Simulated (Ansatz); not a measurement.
System: Ir.

Input

```
crystal:
  lattice:
    - [2.5851199748, 0.0, 0.0]
    - [0.0, 2.5851199748, 0.0]
    - [0.0, 0.0, 2.5851199748]
  atoms:
    - { symbol: Ir, position: [0.0, 0.0, 0.0] }
hamiltonian:
  xc: rpbe
  pseudopotentials:
    kind: paw
    azcp:
      Ir: "pseudopotentials/Ir.paw.azcp"
basis:
  ecutwfc: 420
  fft_grid_basis: typed
kpoints:
  mp_grid: { grid: [14, 14, 14], shift: [0, 0, 0] }
magnetization:
  spin_polarized: false
scf:
  occupations: { method: fermi_dirac, width: 0.1 }
  lower_state_search: "off"
output:
  stress: true
  write_density: true
  write_potential: true
  elf: true
  volumetric_format: npy
```

Below, planes, directions and counts refer to the conventional cell (a = 2.59 Å, b = 2.59 Å, c = 2.59 Å, α = 90.00°, β = 90.00°, γ = 90.00°).

Space group Pm-3m; set up as Ir, simple cubic; a generated structure, not necessarily the stable one; changed on purpose from its base cell (volume × 1.0); computed without spin polarisation.

Theory: DFT, RPBE, plane waves (420 eV) with PAW, scalar-relativistic (Ansatz 0.2.0).

### What can the converged valence pseudo-density and electron localisation function tell about the bonding?

Ir–Ir (2.59 Å): ρ at the midpoint is about 0.54 e/Å³; the ELF is about 0.35 at the midpoint.

### Does the calculation make it a metal, or give it a gap?

It is metallic or semimetallic at this level of theory: no gap opens.

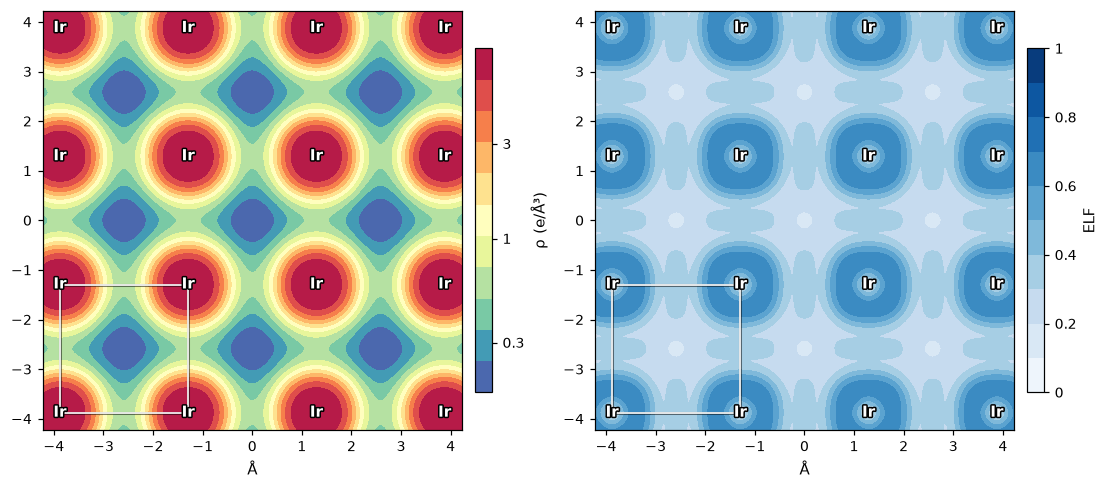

Computed valence pseudo-density and electron localisation function on the (100) plane of the conventional cell, in this order. 

The density is the valence pseudo-density of a PAW calculation; it isn't the true density close to the nuclei.
